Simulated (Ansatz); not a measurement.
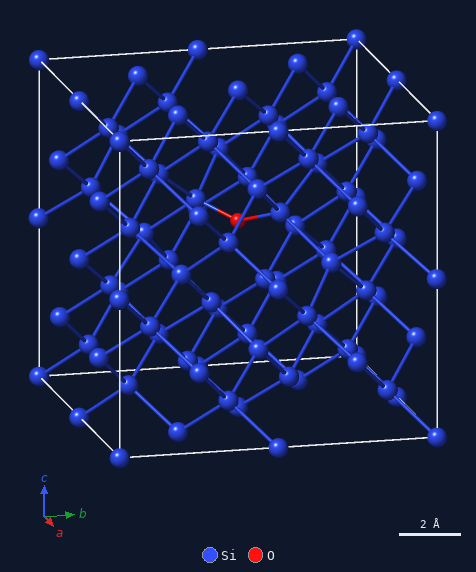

This is the input geometry for a relaxation of a defect cell of composition Si63O. A ball-and-stick model of the cell of the calculation, seen slightly off an axis.

Level of theory: DFT, HSE06, PAW, plane waves (Ansatz 0.2.0).

(plane-wave cutoff 420 eV; k-point mesh 1 × 1 × 1; mesh shifted by (0.25, 0.25, 0.25); no spin polarisation; atoms relaxed in a fixed cell; force threshold 0.03 eV/Å; at most 80 steps)

```xyz
64
Lattice="10.8656 0.0000 0.0000 0.0000 10.8656 0.0000 0.0000 0.0000 10.8656" Properties=species:S:1:pos:R:3 pbc="T T T"
Si   10.8649   10.8620   10.8506
Si   10.8541   10.8513    5.4237
Si   10.8610    5.4280   10.8396
Si    0.0002    5.4268    5.4147
Si    5.4306   10.8584   10.8396
Si    5.4296   10.8632    5.4148
Si    5.4320    5.4292   10.8516
Si    1.3578    1.3550    1.3462
Si    1.4155    1.4124    6.7511
Si    1.3314    6.7958    1.3541
Si    1.3841    6.7893    6.7526
Si    6.7987    1.3285    1.3540
Si    6.7920    1.3817    6.7526
Si    6.8183    6.8154    1.2941
Si    6.5851    6.5818    6.8813
Si    2.7005    2.6981   10.8255
Si    2.8679    2.8653    5.4744
Si    2.6801    8.1752    0.0144
Si    2.8237    8.0493    5.3760
Si    8.1783    2.6771    0.0144
Si    8.0524    2.8207    5.3758
Si    8.1725    8.1701   10.8142
Si    7.9753    7.9729    5.4280
Si    4.0584    4.0554    1.3092
Si    4.2857    4.2829    6.9054
Si    4.0598    9.5280    1.3491
Si    4.0765    9.4884    6.7637
Si    9.5309    4.0570    1.3490
Si    9.4910    4.0736    6.7637
Si    9.5112    9.5083    1.3517
Si    9.4321    9.4292    6.7384
Si    2.7223    0.0206    2.7276
Si    2.7096   10.8577    8.1060
Si    2.7179    5.4213    2.6746
Si    2.7104    5.4641    8.1709
Si    8.1445   10.8412    2.7292
Si    8.1507    0.0003    8.0944
Si    8.1411    5.4372    2.6611
Si    8.1533    5.4022    8.1663
Si    4.0845    1.3952    4.0804
Si    4.0635    1.3437    9.4764
Si    4.2043    6.6656    3.9806
Si    4.0477    6.8213    9.5468
Si    9.4784    1.3895    4.0603
Si    9.5157    1.3413    9.4727
Si    9.4740    6.7678    4.0700
Si    9.5263    6.7981    9.4716
Si    0.0235    2.7194    2.7275
Si   10.8608    2.7068    8.1057
Si   10.8440    8.1415    2.7293
Si    0.0029    8.1477    8.0947
Si    5.4245    2.7151    2.6746
Si    5.4669    2.7076    8.1711
Si    5.4403    8.1383    2.6612
Si    5.4057    8.1505    8.1659
Si    1.3978    4.0817    4.0804
Si    1.3462    4.0611    9.4763
Si    1.3924    9.4755    4.0606
Si    1.3442    9.5125    9.4729
Si    6.6681    4.2019    3.9810
Si    6.8240    4.0446    9.5472
Si    6.7704    9.4716    4.0698
Si    6.8007    9.5240    9.4714
O     5.4303    5.4280    6.3783
```

Question: Where does the relaxation end?

Answer: The energy falls by 10.4 meV per cell of the calculation in 4 geometry steps. Largest force component: 0.23 eV/Å at the start, 0.011 eV/Å at the end. The atom that moves furthest is O64 (0.043 Å along +c). By element the largest moves are O 0.043 Å, Si 0.023 Å. The lattice vectors keep their values. Near-neighbour distances that change, for instance: Si15–O64 1.708 → 1.693 Å, Si25–O64 1.703 → 1.688 Å, Si15–Si23 2.445 → 2.458 Å, Si17–Si25 2.463 → 2.475 Å. The run took 36 s on 1 × NVIDIA GB300 Max-Q with 8 threads of Arm Neoverse-V2, peak memory 3.5 GiB.

History of the run:

```
step  E − E(0), meV/atom  largest force component, eV/Å
   0                0.00                         0.2263
   1               -0.11                         0.1658
   2               -0.15                         0.0742
   3               -0.16                         0.0326
   4               -0.16                         0.0111
```
